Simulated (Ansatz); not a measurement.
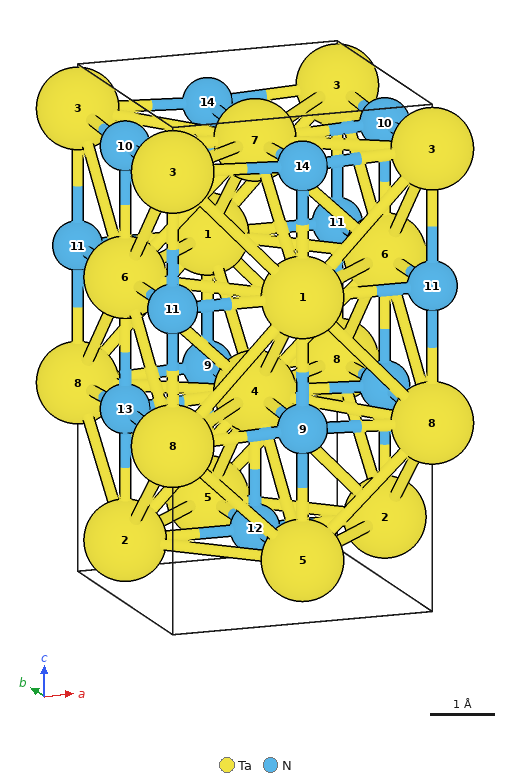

Fig. 1: The input geometry (ball-and-stick view of the cell of the calculation, seen slightly off an axis; atoms are numbered from 1 in the order of the input). An atom can appear more than once, as a periodic image. Near neighbours in the periodic cell (some may lie outside the picture): Ta has 4 N at 1.84 to 2.18 Å and 12 Ta at 2.79 to 3.12 Å; Ta has 5 N at 1.93 to 2.23 Å and 12 Ta at 2.79 to 3.12 Å; N has 6 Ta at 1.84 to 2.23 Å.

# Single-point calculation, with input and output: Ta$_{4}$N$_{3}$

- system: Ta$_{4}$N$_{3}$ (P4mm, 14 atoms in the cell)
- method: DFT PBEsol, scalar-relativistic, plane waves, PAW, no spin polarisation (Ansatz 0.2.0)

The structure derives from a Materials Project entry. It belongs to a series of runs on one base structure; here: the crystal opened by -0.30 A across the cut. Figures and captions count atoms from 1; the log counts them from 0 in places.

**What the program printed**
```
Engine: ansatz 0.2.0, x86_64-unknown-linux-gnu
Pseudopotentials: kind: paw
Pseudopotential: Ta, paw, valence charge 13, recommended cutoff 420 eV (normal), Ta.paw.azcp
Pseudopotential: N, paw, valence charge 5, recommended cutoff 420 eV (normal), N.paw.azcp
Functional definition: PBEsol
  exchange = pbesol_x
  correlation = pbesol_c
Crystal: 14 atoms, lattice volume = 156.536 Å³
Basis set: ecut = 420 eV, 3067 PW (Γ), exchange–correlation on 60×60×120 points (8 copies of the dense FFT grid, shifted against one another)
Bands: 81, of which v1, the nominal top of the filled ones, is band 67 counted from 1 (66 counted from 0)
Symmetry: 8 space group operations
Space group: P4mm (ITA 99), of the structure as read, at distance tolerance 5.4e-5 Å
k-points: 45 of 405 (time reversal used)
Non-local potential: Ta, projectors of the file, l = 0: 3, l = 1: 2, l = 2: 2, l = 3: 1
Non-local potential: N, projectors of the file, l = 0: 2, l = 1: 2, l = 2: 1
PAW form: soft (Blöchl's): semilocal exchange-correlation on the pseudo side does not see the compensation charge
PAW frozen core: Ta, regenerated for the run's functional, and the local potential with it (the file was generated under x = pbe(κ = 0.804, μ = 0.2195149727645171), c = pbe(β = 0.06672455060314922))
PAW frozen core: N, regenerated for the run's functional, and the local potential with it (the file was generated under x = pbe(κ = 0.804, μ = 0.2195149727645171), c = pbe(β = 0.06672455060314922))
PAW one-centre angular grid: Ta, 590 points (default); XC on 64 Gauss nodes
PAW one-centre angular grid: N, 110 points (default); XC on 64 Gauss nodes
Initial density: superposition of atomic densities (neutral atoms: chi_scale 0, normalization atom), corrected by the library's trained network
Initial wavefunctions: pseudopotential atomic-orbital guess
Functional: x = pbesol(κ = 0.804, μ = 0.12345679012345678), c = pbesol(β = 0.046)
SCF iter   1: F=—  HF=-80736.025941 eV  |F-HF|=—  |Δ(HF+E_count)|=         —  Δρ=1.78e-2  dr2=8.90e-1  ethr=1.77e-3  ⟨swp⟩=5.8  Hψ=14161  notcnv=0
preconditioner: auto → Kerker (q_TF=auto, 2.659 Å⁻¹)  [metal: Δε(μ)=0.018 eV  Ē_g=9.114 eV  σ=0.150 eV  W_gap=0.07  n_scr=46 (ndim 8)  ℏωp=24.8 eV  f_vac=0.000  D(μ)=4.87/eV (n_scr^D=38)]
SCF iter   2: F=—  HF=-80735.889499 eV  |F-HF|=—  |Δ(HF+E_count)|=   1.36e-1  Δρ=5.87e-3  dr2=1.10e-1  ethr=6.64e-4  ⟨swp⟩=2.0  Hψ=4990  notcnv=0  defer=20
SCF iter   3: F=—  HF=-80735.875300 eV  |F-HF|=—  |Δ(HF+E_count)|=   1.42e-2  Δρ=2.65e-3  dr2=2.06e-2  ethr=8.19e-5  ⟨swp⟩=2.0  Hψ=3565  notcnv=0  defer=20
SCF iter   4: F=—  HF=-80735.871735 eV  |F-HF|=—  |Δ(HF+E_count)|=   3.57e-3  Δρ=6.23e-4  dr2=1.11e-3  ethr=1.53e-5  ⟨swp⟩=2.1  Hψ=4257  notcnv=0  defer=20
SCF iter   5: F=—  HF=-80735.871548 eV  |F-HF|=—  |Δ(HF+E_count)|=   1.87e-4  Δρ=2.25e-4  dr2=1.04e-4  ethr=8.31e-7  ⟨swp⟩=2.0  Hψ=4767  notcnv=0  defer=20
SCF iter   6: F=—  HF=-80735.871532 eV  |F-HF|=—  |Δ(HF+E_count)|=   1.60e-5  Δρ=8.23e-5  dr2=1.36e-5  ethr=7.79e-8  ⟨swp⟩=2.0  Hψ=4856  notcnv=0  defer=20
SCF iter   7: F=—  HF=-80735.872355 eV  |F-HF|=—  |Δ(HF+E_count)|=   8.23e-4  Δρ=2.11e-5  dr2=1.11e-6  ethr=1.01e-8  ⟨swp⟩=2.0  Hψ=5229  notcnv=0  defer=105
SCF iter   8: F=-80735.872355 eV  HF=-80735.872355 eV  |F-HF|=4.33e-8  |Δ(HF+E_count)|=   1.15e-7  Δρ=4.56e-6  dr2=5.48e-8  ethr=7.46e-11  ⟨swp⟩=14.7  Hψ=28341  notcnv=0
SCF 1 converged in 8 iterations: F = -80735.872355 eV  dr2 = 5.48e-8
  greatest PAW one-centre occupation: 1.000 electrons in one spin orbital (limit 2), on the Ta atom at site 4 (counted from 0), in its partial waves of l = 0
SCF converged after 8 iterations
Free energy (F): -80735.872355 eV
Harris-Foulkes:  -80735.872355 eV  (|F-HF|=4.33e-8)
Internal energy: -80735.817363 eV  (E = F + TS)
E sigma→0 (E₀):  -80735.844859 eV
Entropy (-TS):   -0.054991 eV (-3.928 meV/atom)
Fermi energy:    21.593232 eV
--- Per-component energies (eV) ---
  E_band       = -384.979016
  E_kinetic    = 3769.542713
  E_local      = -4683.740844  (includes V_loc(G=0)·N_el)
  E_nonlocal   = 419.849366
  E_hartree    = 1635.197185
  E_xc         = -2112.706293
  E_vxc        = -2112.374709  (∫ρ·V_xc dr)
  E_paw        = -66924.425725  (= ΣΔE_a)
  E_vpaw       = -1048.653537  (= ΣTr[D̂ρ^β])
  E_aug_tail   = 0.001853  (compensation charges beyond the density's cutoff)
  E_ewald      = -12841.413383
  E_core_change = 1.877765  (= ΣΔE_core)
  E_smearing   = -0.054991  (= −TS)
  E_closure    = 0.000000  (closes the sum)
  Σ components = -80735.872355   (vs F -80735.872355, Δ=0.00e0)
--- Forces (eV/Å), atoms counted from 1 ---
  atom   1  Ta    -0.00000000     0.00000000    -0.14465888
  atom   2  Ta     0.00000000     0.00000000     7.00301115
  atom   3  Ta    -0.00000000     0.00000000    -2.55842866
  atom   4  Ta     0.00000000     0.00000000     0.41937734
  atom   5  Ta     0.00000000     0.00000000     7.00301115
  atom   6  Ta    -0.00000000     0.00000000    -0.14465888
  atom   7  Ta    -0.00000000     0.00000000    -5.09689218
  atom   8  Ta     0.00000000     0.00000000     0.40822149
  atom   9  N     -0.00000000     0.00000000     0.70200538
  atom  10  N     -0.00000000     0.00000000    -6.09413530
  atom  11  N      0.00000000     0.00000000    -0.12023754
  atom  12  N     -0.00000000     0.00000000     4.01539065
  atom  13  N      0.00000000     0.00000000     0.70200538
  atom  14  N      0.00000000     0.00000000    -6.09413530
  max |Σ_I F_I| component: 1.24e-4 eV/Å
--- Stress (GPa, compression-positive) ---
        7.816902       0.000000      -0.000000
        0.000000       7.816902       0.000000
       -0.000000       0.000000      43.469739
  P = ⅓ Tr σ = 19.7012 GPa (197.012 kbar)
--- Band table (eV; the first three rows and the last of 45) ---
  k-point 0: bands = ["-47.2457", "-47.1825", "-47.1379", "-46.9357", "-46.6013", "-46.5625", "-46.4542", "-46.4196", "-14.2479", "-14.2479", "-14.1390", "-14.1190", "-14.1190", "-13.7961", "-13.7544", "-13.7544", "-13.6827", "-13.6827", "-13.6401", "-13.6176", "-13.5913", "-13.4582", "-13.4582", "-13.4458", "-13.3632", "-13.3294", "-13.3294", "-13.0682", "-12.7737", "-12.7737", "-12.6721", "-12.6721", "3.0181", "3.8191", "4.1222", "4.4635", "4.6920", "5.0972", "13.2570", "13.9714", "14.5226", "14.5226", "14.8171", "15.2022", "15.3889", "15.3889", "15.8786", "15.8786", "16.2042", "16.2654", "16.2766", "16.2766", "16.6935", "16.8764", "16.8764", "17.3885", "17.3885", "17.4940", "17.6806", "17.6806", "17.6830", "17.7493", "18.7296", "20.1853", "20.1853", "20.9089", "21.1082", "21.1082", "22.0299", "22.4638", "22.4638", "22.4659", "23.0103", "23.0430", "23.0430", "24.0373", "24.5406", "24.5814", "24.7981", "24.8634", "24.8634"]
  k-point 1: bands = ["-47.2457", "-47.1824", "-47.1379", "-46.9358", "-46.6013", "-46.5625", "-46.4542", "-46.4196", "-14.2399", "-14.2399", "-14.1298", "-14.1298", "-14.1277", "-13.8482", "-13.7513", "-13.7513", "-13.6869", "-13.6869", "-13.6383", "-13.5898", "-13.5855", "-13.4498", "-13.4498", "-13.4155", "-13.3648", "-13.3332", "-13.3332", "-13.0922", "-12.7738", "-12.7738", "-12.6727", "-12.6727", "3.1037", "3.8977", "4.0919", "4.3340", "4.7355", "4.9824", "13.5297", "14.2702", "14.5426", "14.5426", "14.6883", "14.9891", "15.3956", "15.3956", "15.8258", "15.8258", "16.2220", "16.2749", "16.2749", "16.3113", "16.6689", "16.6689", "16.8528", "17.3157", "17.4697", "17.4703", "17.5364", "17.5364", "17.9062", "17.9062", "19.0333", "20.2908", "20.2908", "20.7311", "20.7311", "20.7434", "22.0571", "22.2183", "22.2183", "22.5980", "22.9192", "23.4601", "23.4601", "24.1762", "24.2740", "24.4258", "24.7630", "24.7696", "24.9245"]
  k-point 2: bands = ["-47.2456", "-47.1824", "-47.1379", "-46.9358", "-46.6012", "-46.5625", "-46.4542", "-46.4196", "-14.2222", "-14.2222", "-14.1520", "-14.1520", "-14.1036", "-13.9159", "-13.7452", "-13.7452", "-13.6947", "-13.6947", "-13.6366", "-13.5873", "-13.5619", "-13.4348", "-13.4348", "-13.3675", "-13.3436", "-13.3409", "-13.3409", "-13.1464", "-12.7739", "-12.7739", "-12.6737", "-12.6737", "3.3017", "3.9190", "4.0735", "4.2266", "4.7497", "4.7698", "14.1237", "14.5377", "14.5784", "14.5784", "14.8598", "15.0237", "15.4136", "15.4136", "15.5294", "15.7144", "15.7144", "16.2553", "16.2553", "16.3702", "16.4085", "16.5796", "16.5796", "17.1924", "17.2610", "17.4054", "17.4054", "17.6294", "18.6987", "18.6987", "19.5736", "19.6243", "19.6243", "20.3386", "21.0164", "21.0164", "21.6683", "21.6683", "22.1102", "22.7815", "22.8443", "23.6208", "23.9233", "24.0377", "24.0377", "24.4383", "24.5187", "24.8474", "24.9674"]
  k-point 44: bands = ["-47.2356", "-47.1904", "-47.1320", "-46.9332", "-46.5834", "-46.5823", "-46.4415", "-46.4404", "-14.4974", "-14.4907", "-14.3117", "-14.3036", "-14.1989", "-13.9394", "-13.7672", "-13.7598", "-13.6736", "-13.6630", "-13.6153", "-13.6048", "-13.4111", "-13.3534", "-13.3407", "-13.2932", "-13.2366", "-13.2242", "-13.1454", "-13.1191", "-12.9672", "-12.7640", "-12.6481", "-12.6013", "5.1270", "5.1686", "5.4477", "5.8262", "5.8733", "6.0777", "11.4731", "11.6701", "12.2946", "12.3827", "12.5733", "12.6388", "13.3354", "13.3653", "13.7092", "13.7499", "14.4851", "14.4994", "14.5274", "14.5653", "14.6437", "14.9158", "15.2627", "15.2646", "18.9784", "19.1469", "19.6634", "19.7112", "19.8020", "19.8712", "20.1607", "20.5933", "22.3792", "22.7796", "23.0067", "23.0585", "23.1643", "23.1749", "23.4331", "23.6398", "23.6490", "23.8214", "23.9678", "24.0352", "24.1551", "24.1955", "24.3268", "24.5096", "24.6090"]
```

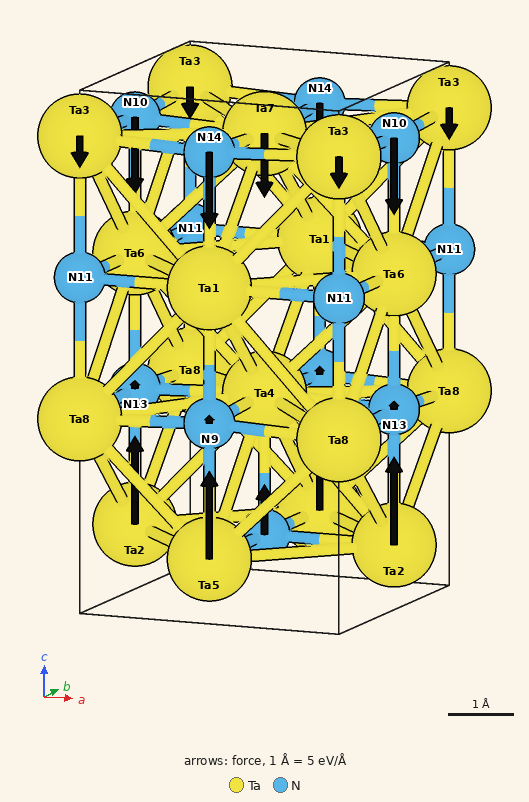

Fig. 2: Forces on the atoms as black arrows (ball-and-stick view of the cell of the calculation, seen slightly off an axis; atoms are numbered from 1 in the order of the input); the smallest are left out. The largest act on Ta2, Ta5 (7.00 eV/Å); N10, N14 (6.09 eV/Å); Ta7 (5.10 eV/Å); N12 (4.02 eV/Å), among others. The geometry is not a stationary point of this energy.

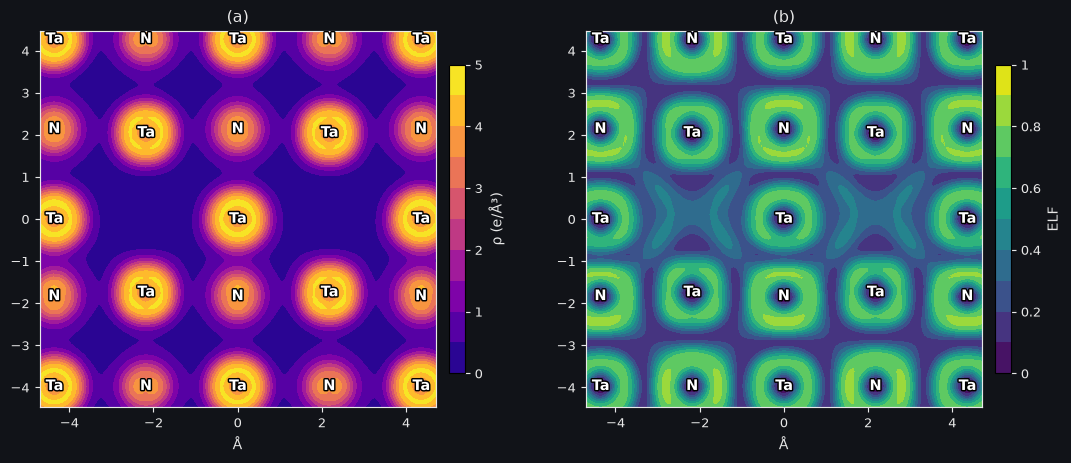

Fig. 3: (a) valence pseudo-density; (b) ELF on the (100) plane of the conventional cell. Ta–N (1.84 Å): ρ at the midpoint is about 1.4 e/Å³; the ELF peaks at about 0.80 in the valence shell of N, 0.5 Å from its nucleus, and drops to about 0.30 between the two atoms; a polar contact without a shared pair, in a metal. Ta–Ta (2.79 Å): the density is about 0.38 e/Å³ at the midpoint; the ELF is about 0.30 at the midpoint (no shared electron pair). Ta–Ta (2.99 Å): ρ is about 0.28 e/Å³ halfway; the ELF is about 0.35 at the midpoint (no shared electron pair). Away from the nuclei the density in this plane falls to 0.18 e/Å³ at its lowest. The strong features right at Ta lie inside the PAW spheres (semicore, d or f shells) and say nothing about bonding. In a PAW calculation such maps are meaningful between the atoms, not at the nuclei.

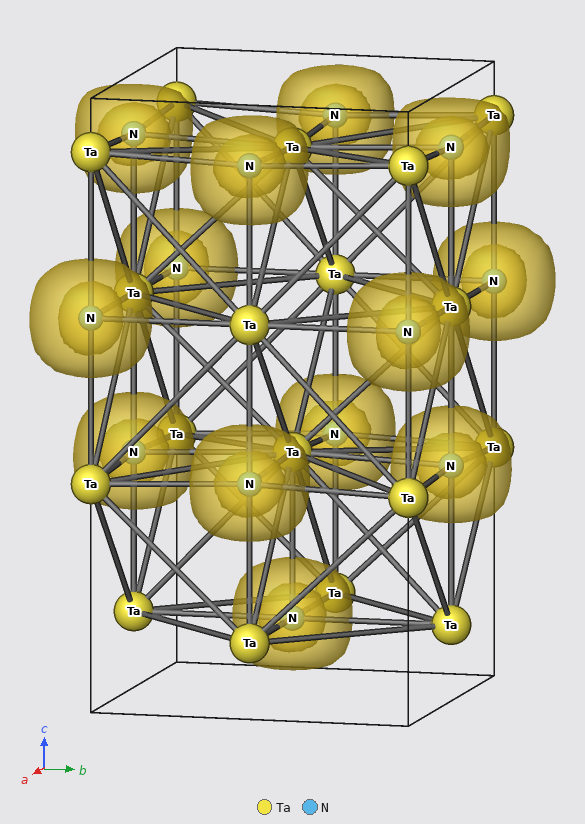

Fig. 4: Isosurface of the electron localisation function at 0.7 (yellow), seen slightly off an axis. Only the valence region is drawn (cores and ρ < 0.01 e/Å³ removed). Sticks mark near contacts. The outline is the cell set on symmetry axes. Values along the shortest contacts: Ta–N (1.84 Å): the ELF peaks at about 0.80 in the valence shell of N, 0.5 Å from its nucleus, and drops to about 0.30 between the two atoms (no shared pair; the contact is polar). Ta–Ta (2.79 Å): the ELF is about 0.30 at the midpoint (no localised pair between them).

This output came from the following input.

**The input**
```yaml
crystal:
  lattice:
    - [-4.3571443853, 0.0, 0.0]
    - [0.0, -4.3571443853, 0.0]
    - [0.0, 0.0, 8.2453519637]
  atoms:
    - { symbol: Ta, position: [0.5, 0.0, 0.6421436101] }
    - { symbol: Ta, position: [0.0, 0.5, 0.1239515426] }
    - { symbol: Ta, position: [0.0, 0.0, 0.912384654] }
    - { symbol: Ta, position: [0.5, 0.5, 0.3941925864] }
    - { symbol: Ta, position: [0.5, 0.0, 0.1239515426] }
    - { symbol: Ta, position: [0.0, 0.5, 0.6421436101] }
    - { symbol: Ta, position: [0.5, 0.5, 0.8900946338] }
    - { symbol: Ta, position: [1.0, 1.0, 0.3719025663] }
    - { symbol: "N", position: [0.5, 1.0, 0.3830475763] }
    - { symbol: "N", position: [0.0, 0.5, 0.9012396439] }
    - { symbol: "N", position: [0.0, 0.0, 0.6421436101] }
    - { symbol: "N", position: [0.5, 0.5, 0.1239515426] }
    - { symbol: "N", position: [1.0, 0.5, 0.3830475763] }
    - { symbol: "N", position: [0.5, 0.0, 0.9012396439] }
basis:
  ecutwfc: 420
kpoints:
  mp_grid: { grid: [9, 9, 5] }
hamiltonian:
  xc: pbesol
scf:
  occupations: { method: gaussian, width: 0.15 }
output:
  forces: true
  stress: true
  eigenvalues: true
  write_density: true
  write_potential: true
  elf: true
  volumetric_format: npy
```

Launched with:
```bash
ansatz run input.yaml --threads 2 --pin off --max-ram 5120MiB --backend cpu --events-out ev --progress --plain --runs-dir out
```

**Key numbers**

```json
{"quantity": "outcome", "value": "converged"}
{"quantity": "space group (tolerance 0.01 Å)", "value": "P4mm (99)"}
{"quantity": "electrons treated", "value": "134"}
{"quantity": "free energy", "value": "−80735.8724 eV"}
{"quantity": "Fermi energy", "value": "21.593 eV"}
{"quantity": "gap on the k-point mesh", "value": "none (metallic)"}
{"quantity": "pressure", "value": "19.70 GPa"}
{"quantity": "largest force (length of the vector)", "value": "7.003 eV/Å"}
{"quantity": "hardware", "value": "2 threads of AMD EPYC (Zen 5), 16 GiB of memory available, shared host"}
{"quantity": "wall time", "value": "11 s (CPU time 21 s)"}
{"quantity": "peak memory", "value": "0.73 GiB"}
```

**Notes**

Spin–orbit coupling is left out, which matters for Ta.
